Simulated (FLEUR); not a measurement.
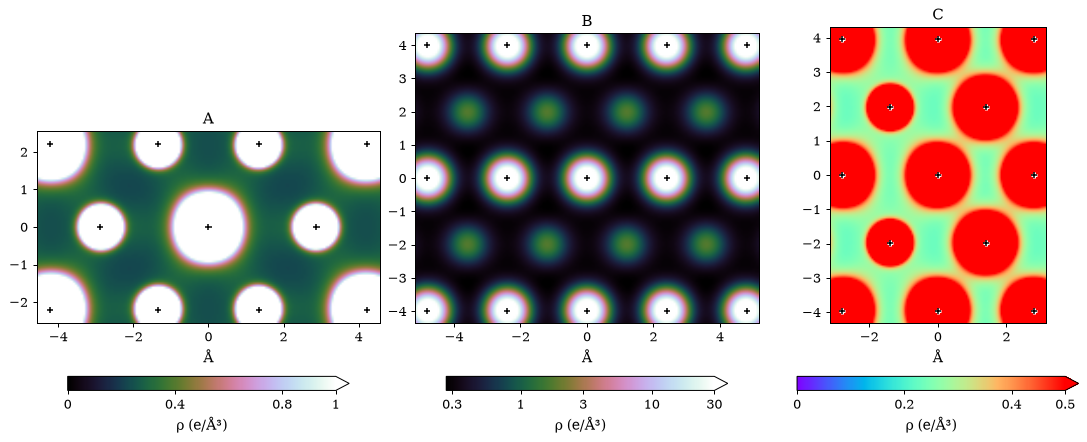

The electron density of 3 systems, each on a plane through atoms (crosses mark nuclei in the plane).

All numbers below come from FLEUR MaX-R8.1 (later development tree), Kohn-Sham DFT of a periodic cell, PBEsol, all-electron.

System 1: AlNi3, the (101) plane of the conventional cell. Space group Fm-3m; a structure from a database of computed crystals, not necessarily the ambient phase; spin-polarised.

System 2: Al2Ru, the (11̄0) plane of the conventional cell. Space group I4/mmm; a structure from a database of computed crystals, not necessarily the ambient phase.

```
Ru Al
1.0
     3.12084    0.00000    0.00000
     0.00000    3.12084    0.00000
     0.00000    0.00000    8.44361
Ru Al
2 4
Direct
  0.00000 0.00000 0.00000
  0.50000 0.50000 0.50000
  0.00000 0.00000 0.34080
  0.50000 0.50000 0.84080
  0.00000 0.00000 0.65920
  0.50000 0.50000 0.15920
```

System 3: Ni, the (010) plane of the conventional cell. Space group P6₃/mmc; a structure from a database of computed crystals, not necessarily the ambient phase; spin-polarised.

```cif
data_structure
_symmetry_space_group_name_H-M 'P 1'
_symmetry_Int_Tables_number 1
_cell_length_a 2.4065
_cell_length_b 2.4065
_cell_length_c 4.0038
_cell_angle_alpha 90.000
_cell_angle_beta 90.000
_cell_angle_gamma 120.000
_cell_volume 20.08
loop_
_atom_site_label
_atom_site_type_symbol
_atom_site_fract_x
_atom_site_fract_y
_atom_site_fract_z
_atom_site_occupancy
Ni1 Ni 0.66667 0.33333 0.75000 1
Ni2 Ni 0.33333 0.66667 0.25000 1
```

Match each panel to its system.

Panel A is system 2, Al2Ru: the plane holds Ru and Al. Al–Ru (2.58 Å): ρ at the midpoint is about 0.38 e/Å³, with its minimum of 0.3 e/Å³ about 0.9 Å from Al. Panel B is system 3, Ni: the plane holds Ni. Ni–Ni (2.41 Å): ρ is about 0.37 e/Å³ halfway. Panel C is system 1, AlNi3: the plane holds Ni and Al. Ni–Ni (2.43 Å): ρ at the midpoint is about 0.35 e/Å³.
